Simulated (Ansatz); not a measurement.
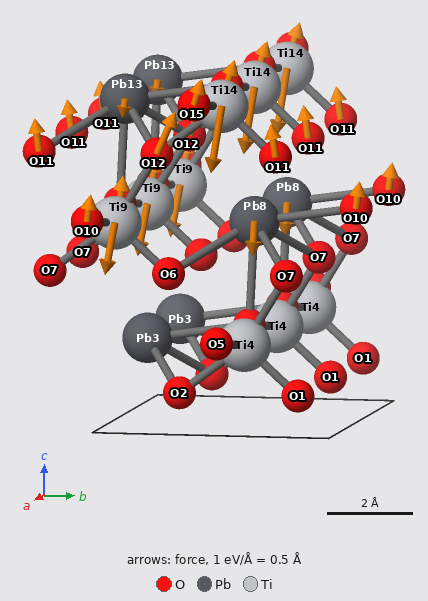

Starting geometry of a slab of composition TiPbO$_{3}$ (cut from the P4mm phase) with the computed forces as orange arrows. A ball-and-stick model of the 2 × 1 repeat of the cell, outlined in the plane, without the vacuum (origin shifted), seen slightly off an axis.

Case: clean slab, lower half held. The slab is the (1 0 1) face of TiPbO3. 7 atoms are held fixed.

Method: DFT PBEsol, scalar-relativistic, plane waves, PAW in Ansatz. Settings: plane-wave cutoff 420 eV; k-point mesh 7 × 5 × 1; occupations gaussian; smearing width 0.05 eV; no spin polarisation; dipole correction; atoms relaxed in a fixed cell; force threshold 0.03 eV/Å; at most 70 steps.

**What follows when this structure is relaxed?**

It isn't relaxed: the largest force vector, on Ti14, is 3.28 eV/Å. The final displacements follow the starting forces only in part (cosine between the two patterns 0.62). O15 moves most: 0.35 Å at 49° to the normal (+c side). Largest moves by element: O 0.35 Å, Pb 0.28 Å, Ti 0.12 Å. The cell stays as it was. Among the contacts that change: Pb13–O15 2.497 → 2.908 Å, Pb8–O10 2.497 → 2.806 Å, O11–Pb13 2.782 → 2.506 Å, Ti9–O12 1.967 → 2.215 Å. Among the angles between lasting bonds that change: O11–Ti14–O12 100.9° → 113.5°, O12–Ti14–O15 87.9° → 98.6°, O15–Ti14–O15 158.2° → 147.6°. Over 8 geometry steps the energy falls by 1.161 eV per cell of the calculation. The largest force component goes from 3.2 to 0.0057 eV/Å.
